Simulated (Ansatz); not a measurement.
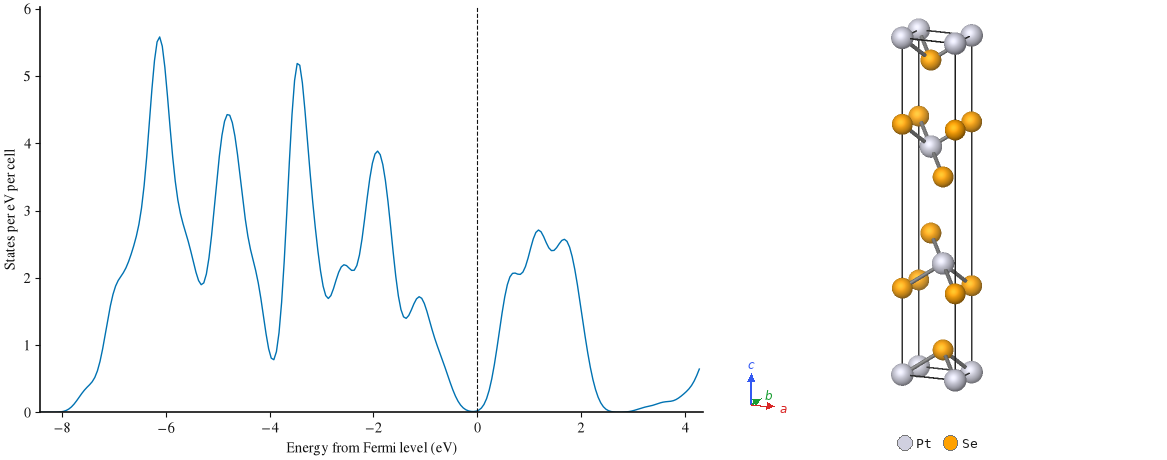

Describe the figure.

Density of states of PtSe₂, space group R-3m, 3 atoms in the cell, CdCl2 (3R octahedral) bulk type, beside the structure. Ansatz; DFT, r2SCAN, plane waves, PAW, no spin polarisation, 6×6×6 k mesh, 500 eV cutoff. Energies are counted from the Fermi level, put mid-gap where there is a gap. The curve is built from the levels of the k mesh with Gaussians 0.4 eV wide, which also blur the band edges.

There is a gap; over the k points computed it is 0.84 eV (indirect; the smallest direct gap is 1.22 eV). The upper group of valence states starts about 7.2 eV under the valence-band top (which lies at −0.4 eV on this axis), with a gap beneath it; it holds about 18 electrons a cell.

Spin-orbit coupling is left out, which matters for Pt.
